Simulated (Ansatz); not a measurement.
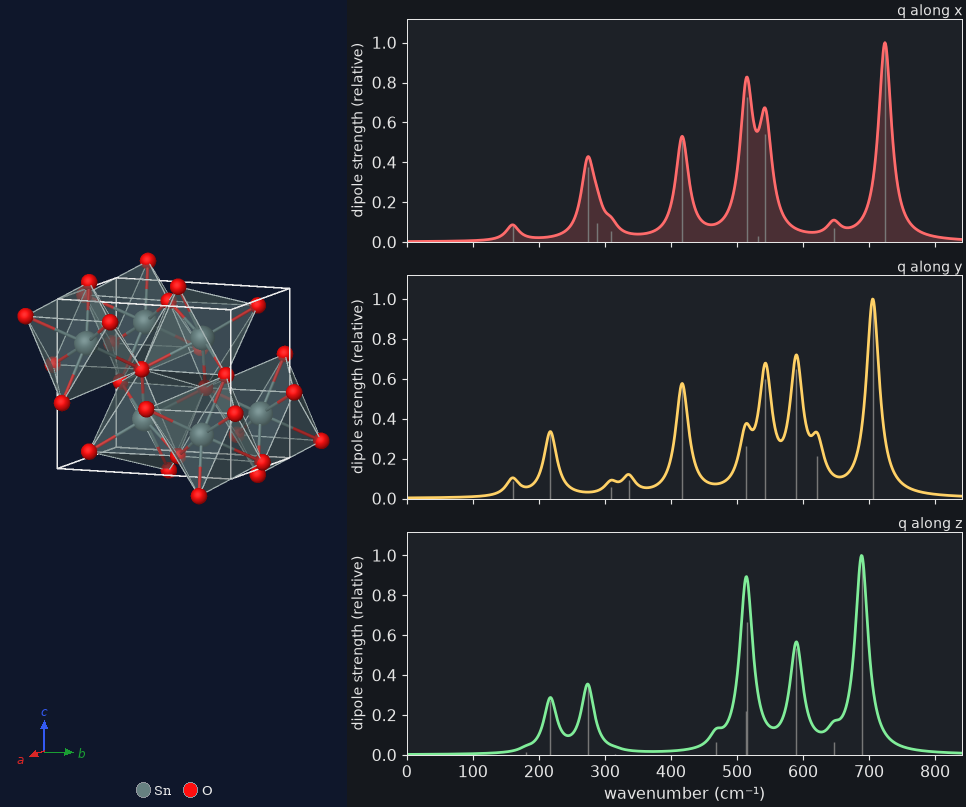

The plot gives the computed polar optical modes, transverse and longitudinal, for each direction of approach to the zone centre for SnO₂, space group Pbcn (No. 60). Lines are broadened by Lorentzians of 24 cm⁻¹ full width; each panel is scaled to its strongest line. The conventional cell is drawn beside the plot.

Structure:
```
CELL_PARAMETERS angstrom
4.70341 0.00000 0.00000
0.00000 5.69497 0.00000
0.00000 0.00000 5.20424
ATOMIC_POSITIONS crystal
Sn 0.50000 0.66731 0.75000
Sn 0.00000 0.83269 0.25000
Sn 0.50000 0.33269 0.25000
Sn 0.00000 0.16731 0.75000
O 0.73100 0.60491 0.07765
O 0.23100 0.89509 0.92235
O 0.76900 0.89509 0.57765
O 0.26900 0.60491 0.42235
O 0.73100 0.39509 0.57765
O 0.23100 0.10491 0.42235
O 0.76900 0.10491 0.07765
O 0.26900 0.39509 0.92235
```

How it was computed, with Ansatz 0.2.0: optical phonons of an insulator on the approach to the zone centre along x, y and z with the field of polar modes, imaginary frequencies are negative, field response on a mesh refined by the program; plane waves with PAW datasets. Level: LDA, no spin polarisation.

wave cutoff 420 eV; k mesh 6×6×6; occupations fixed; pressure 0 GPa.

> Where do the polar lines stronger than 2 % of the strongest lie for each direction?

Along x the polar lines lie at 160.2, 274.1, 287.9, 309.3, 417.1, 514.6, 531.6, 543.3, 646.6, 724.2 cm⁻¹; along y the polar lines lie at 160.2, 217.5, 309.3, 336.0, 417.1, 513.2, 543.3, 590.1, 621.7, 705.8 cm⁻¹; along z the polar lines lie at 217.5, 274.1, 468.3, 513.2, 514.6, 590.1, 646.6, 688.9 cm⁻¹.

Caveats: field response not converged on the k mesh.
